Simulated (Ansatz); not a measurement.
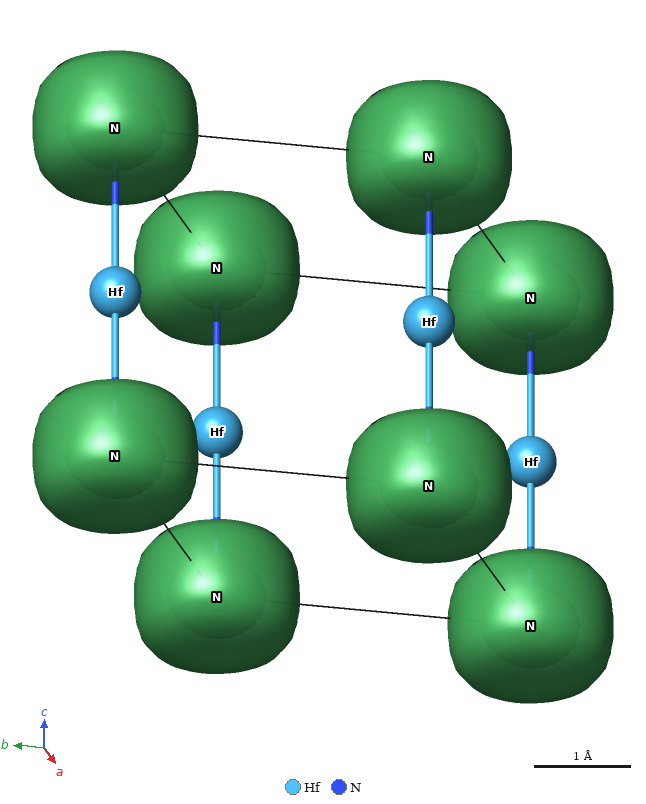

*HfN. Isosurface of the ELF at 0.75 (green), seen at an oblique angle. Core shells and regions of very low density are left out. Sticks mark near contacts.*

Space group P6/mmm; a generated structure, not necessarily the stable one; computed pressure about 9 GPa in this cell.

All numbers below come from Kohn-Sham DFT of a periodic cell, PBE, Ansatz PAW in Ansatz.

### Describe the localisation domains.

The ELF exceeds this value in one region wrapped around N (its valence shell), counted in one cell of 2 atoms. Regions shared between cells count once. Profiles from the grid: Hf–N (1.94 Å): the ELF peaks at about 0.85 in the valence shell of N, 0.6 Å from its nucleus, and drops to about 0.30 between the two atoms: no localised pair shows between them.
